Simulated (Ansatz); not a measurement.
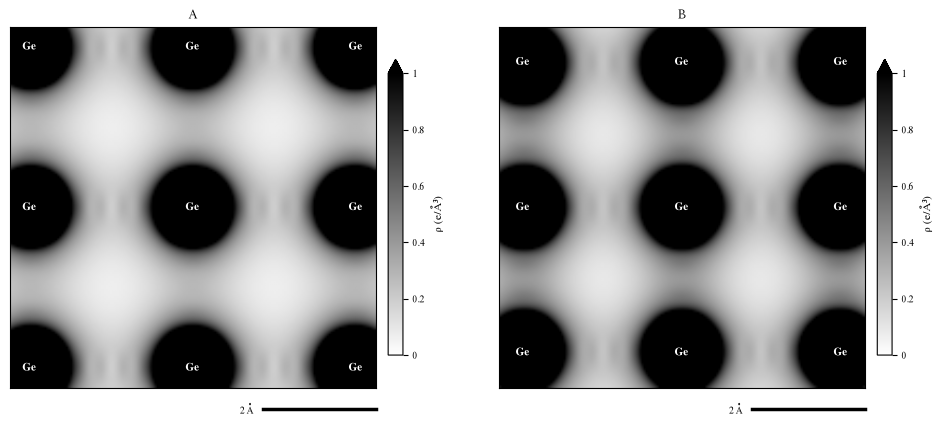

Ge. The valence charge density (pseudo) of two cells that differ in size and shape, on the (010) plane of each (indices in the axes of the calculation cell), at one length scale and on one colour scale; one has 16.8 and the other 19.6 Å³ an atom.

Space group Cmmm; a structure from a database of computed crystals, not necessarily the ambient phase.

The calculation used DFT r2SCAN, scalar-relativistic, plane waves, PAW (Ansatz 0.2.0).

The density is the valence pseudo-density of a PAW calculation; it isn't the true density close to the nuclei.

The larger cell:

```
Ge
1.0
     1.36222   -2.53550    0.00000
     1.36222    2.53550    0.00000
     0.00000    0.00000    2.83314
Ge
1
Direct
  0.50000 0.50000 0.00000
```

The smaller cell: a = 2.804 Å, b = 2.804 Å, c = 2.563 Å, α = 90.00°, β = 90.00°, γ = 123.51°.

**Which panel shows the smaller cell, and what does the compression change?**

Panel B is the smaller cell, by 14 % in volume. From the larger cell to the smaller, Ge–Ge goes from 2.83 to 2.56 Å, and the density at its midpoint from 0.28 to 0.4 e/Å³, the ELF there from 0.65 to 0.75; the pressure goes from −2.3 to 10 GPa.
